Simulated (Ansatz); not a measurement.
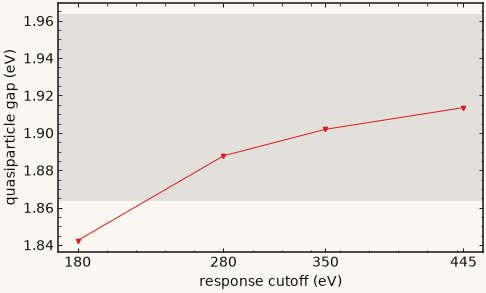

Scan of the response cutoff (empty bands raised with it).
- system: AlAs (F-43m, 2 atoms in the cell)
- method: G0W0@PBE, full frequency by contour deformation, hand-made PAW set (Ansatz); cutoff 900 eV, 2×2×2 k-mesh
Dashed lines or grey bands mark the tolerance: 0.05 eV.

From which setting is the quasiparticle gap converged to 0.05 eV?

Answer. The quasiparticle gap is within 0.05 eV of the largest setting's value from 280 eV on. It is 1.84 eV at 180 eV and 1.91 eV at 444.7 eV. The last step still moves it by 0.01 eV in the same direction, so the limit lies further: extrapolating the last two points as the cutoff to the power −3/2 gives about 1.94 eV, so against that limit 350 eV is needed. On so coarse a k-mesh the values belong to these settings and aren't the crystal's converged gap.
